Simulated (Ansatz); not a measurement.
System: Ag.

Input file:

```
crystal:
  lattice:
    - [-1.436697579, 1.436697579, 2.0314903767]
    - [1.436697579, -1.436697579, 2.0314903767]
    - [1.436697579, 1.436697579, -2.0314903767]
  atoms:
    - { symbol: Ag, position: [0.0, 0.0, 0.0] }
basis:
  ecutwfc: 420
kpoints:
  mp_grid: { grid: [28, 28, 28] }
hamiltonian:
  xc: pbesol
scf:
  occupations: { method: gaussian, width: 0.15 }
output:
  forces: true
  stress: true
  eigenvalues: true
  write_density: true
  write_potential: true
  elf: true
  volumetric_format: npy
```

Launched as:

```sh
ansatz run input.yaml --threads 1 --pin off --max-ram 2560MiB --backend cpu --events-out ev --progress --plain --runs-dir out
```

Below, planes, directions and counts refer to the conventional cell (a = 4.06 Å, b = 4.06 Å, c = 4.06 Å, α = 90.00°, β = 90.00°, γ = 90.00°).

Space group Fm-3m; a structure from a database of computed crystals, not necessarily the ambient phase; computed without spin polarisation.

Level of theory: DFT PBEsol, scalar-relativistic, plane waves, PAW (Ansatz 0.2.0).

What will maps of the valence pseudo-density and electron localisation function show?

Ag–Ag (2.87 Å): ρ is about 0.22 e/Å³ halfway; the ELF is about 0.15 at the midpoint: no localised pair shows between them.

Does the calculation make it a metal, or give it a gap?

It is gapless in this calculation (a metal or semimetal).

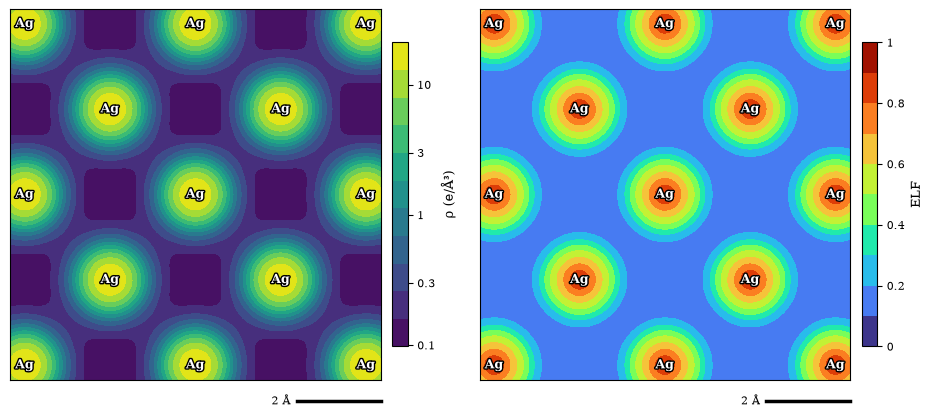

Computed valence pseudo-density and electron localisation function on the (100) plane of the conventional cell, in this order. 

Core electrons are frozen (PAW), and the valence fields are smoothed inside the atomic spheres.
